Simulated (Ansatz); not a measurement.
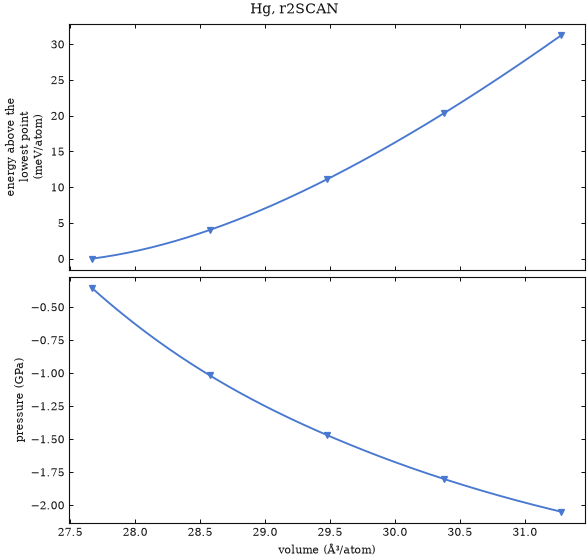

Figure. Energy above the lowest point and pressure against volume for Hg, space group Pm-3m (No. 221) (one of a set of cubic test structures, which need not be the stable phase).

The energy above the lowest point rises from 0.0 meV/atom at volume 27.67 Å³/atom to 31.2 meV/atom at 31.28 Å³/atom. The pressure falls from −0.360 GPa at volume 27.67 Å³/atom to −2.051 GPa at 31.28 Å³/atom.

Method: equation of state of a cubic crystal from periodic Kohn-Sham density functional theory without spin; pressure corrected for the finite basis (Ansatz 0.2.0 development build). Level: r2SCAN, no spin-orbit coupling.

```tsv
setting	value
structure type	simple cubic
atoms in cell	1
space group number	221
lattice centring	simple cubic
k mesh	11×11×11
occupation method	Fermi–Dirac
occupation width	0.1 eV
wave cutoff	690 eV
datasets	hand-made PAW
density tolerance	1e-09 eV
bands	14
density cutoff ratio	4
search for lower states	default
xc grid level	2
```

Limits of the calculation: cubic model structure, not the ambient form; modest k-mesh, values are not fully converged in k; the volumes run don't bracket the minimum of the energy, so any equilibrium value is extrapolated.
